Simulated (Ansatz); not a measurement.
System: CaO, space group R-3m, 2 atoms in the cell, rocksalt type, epitaxial (111) strain −4.0%.

```cif
data_structure
_symmetry_space_group_name_H-M 'R-3m:H'
_symmetry_Int_Tables_number 166
_cell_length_a 3.2550
_cell_length_b 3.2550
_cell_length_c 8.4959
_cell_angle_alpha 90.000
_cell_angle_beta 90.000
_cell_angle_gamma 120.000
_cell_volume 77.96
loop_
_atom_site_label
_atom_site_type_symbol
_atom_site_symmetry_multiplicity
_atom_site_Wyckoff_symbol
_atom_site_fract_x
_atom_site_fract_y
_atom_site_fract_z
_atom_site_occupancy
Ca1 Ca 3 a 0.00000 0.00000 0.00000 1
O1 O 3 b 0.66667 0.33333 0.83333 1
```

Computed with Ansatz 0.2.0: DFT, r2SCAN, plane waves, PAW, no spin polarisation, 10×10×10 k mesh, 500 eV cutoff.

What does the calculation give for the electronic structure?

There is a gap; over the k points computed it is 4.06 eV (indirect; the smallest direct gap is 4.40 eV). The upper group of valence states starts about 2.9 eV under the valence-band top (which lies at −2.0 eV on this axis), with a gap beneath it; it holds about 6 electrons a cell. Within the window shown, the tallest peak of the filled states lies 1.1 eV under the valence-band top, at about 5.2 states per eV and cell.

The cell is at 8 GPa in this functional.

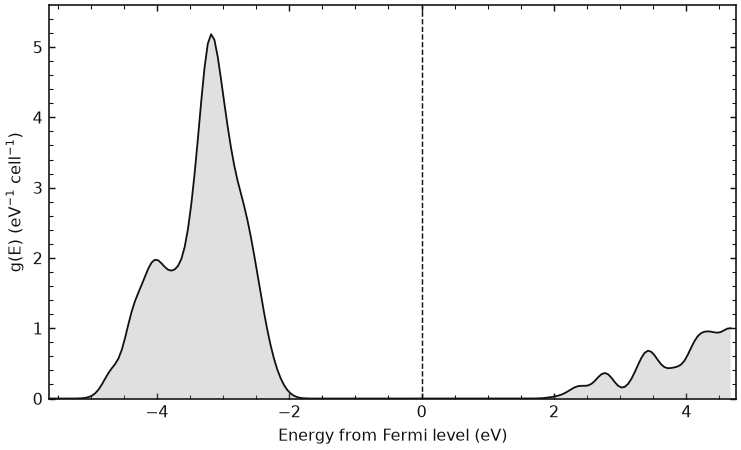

Density of states. Energies are counted from the Fermi level, put mid-gap where there is a gap. The curve is built from the levels of the k mesh with Gaussians 0.3 eV wide, which also blur the band edges.
